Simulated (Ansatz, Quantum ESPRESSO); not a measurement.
# 2H-WSe2, 2 layers, AA' stacking: the gap on the mesh at a withheld member of a series

**Set-up.** Quantum ESPRESSO 7.5, PBE, SG15 norm-conserving. Cell and atoms are relaxed under PBE-D3(BJ) (GBRV files) and held. Screened hybrids with norm-conserving files, screening 0.106 per bohr, fixed occupations, a 9×9×1 mesh with exchange on 3×3×1 q points. Levels count from the potential in the middle of the vacuum. The series steps the share of short-range exact exchange (0.25 is HSE06, 0 is PBE).

| share of short-range exact exchange | gap on the mesh (eV) |
| --- | --- |
| 0 | 1.397 |
| 0.125 | 1.618 |
| 0.3 | 1.942 |
| 0.4 | 2.134 |

**Question.** What is the gap on the mesh at 0.25?

By hand: The rows at 0.125 and 0.3 give a slope of (1.942 − (1.618))/(0.3 − (0.125)) = 1.851, so a straight line gives 1.849 eV. A parabola through these and the row at 0 gives 1.848 eV.

**Check.** 1.848 eV. The line misses by +0.001 and the parabola by 0.000 eV. Both misses are under 5 % of the step from the nearer row.

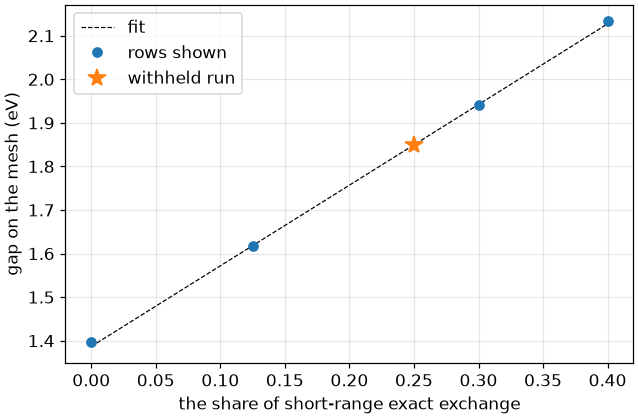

The rows shown, the fit and the withheld run.

**Limits.** Gaps are those of the mesh; no spin-orbit coupling; the q mesh was not tested; the geometry stays that of PBE-D3(BJ).
